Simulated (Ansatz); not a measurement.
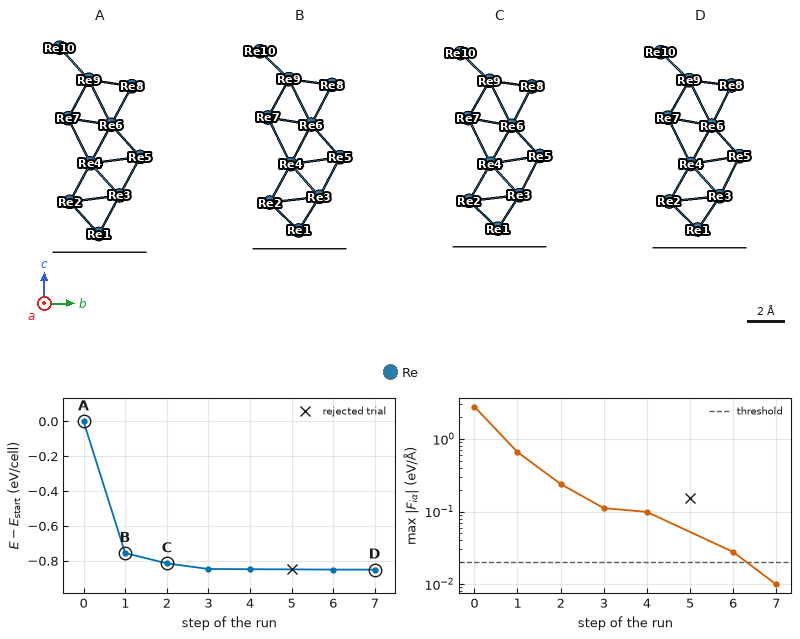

Frames of a relaxation of a slab of composition Re (cut from the P6_3/mmc phase), marked on the history of the run. A ball-and-stick model of the 2 × 1 repeat of the cell, outlined in the plane, without the vacuum, seen along the a axis.

The slab is the (1 0 1) face of Re.

Method: DFT PBE, scalar-relativistic, plane waves, PAW (Ansatz 0.2.0). (plane-wave cutoff 420 eV; k-point mesh 13 × 7 × 1; occupations gaussian; smearing width 0.1 eV; no spin polarisation; dipole correction; atoms relaxed in a fixed cell; force threshold 0.02 eV/Å; at most 60 steps)

**Describe the path.**

After 6 accepted moves (7 points after the start) the energy has fallen by 0.850 eV per cell of the calculation. The largest force component goes from 2.8 to 0.0099 eV/Å. The line search rejected the trial step at point 5 of the run. The largest moves relative to the layer's centre, 0.25 Å, are those of Re1 and Re10. Re10 goes at 13° to the normal (−c side). The cell stays as it was. Near-neighbour distances that change, for instance: Re1–Re3 2.775 → 2.598 Å, Re1–Re2 2.756 → 2.594 Å, Re5–Re6 2.756 → 2.663 Å, Re4–Re7 2.756 → 2.834 Å. Among the angles between lasting bonds that change: Re2–Re1–Re3 90.0° → 98.5°, Re2–Re1–Re2 60.5° → 64.7°, Re1–Re1–Re2 59.8° → 57.6°. The run took 4 min on 4 threads of Intel(R) Xeon(R) Platinum 8488C (Sapphire Rapids) (shared host), peak memory 1.8 GiB. From step 0 to 1: Re atoms move most (0.19 Å), energy −0.755 eV per cell of the calculation. From step 1 to 2: Re atoms move most (0.11 Å), energy −59.1 meV per cell of the calculation. From step 2 to 7: Re atoms move most (0.06 Å), energy −35.9 meV per cell of the calculation.

| step | E − E(0), meV/atom | largest force component, eV/Å | note |
| --- | --- | --- | --- |
| 0 | 0.00 | 2.7843 |  |
| 1 | -75.46 | 0.6585 |  |
| 2 | -81.37 | 0.2395 |  |
| 3 | -84.60 | 0.1115 |  |
| 4 | -84.71 | 0.0987 |  |
| 5 | -84.39 | 0.1512 | rejected |
| 6 | -84.95 | 0.0278 |  |
| 7 | -84.97 | 0.0099 |  |
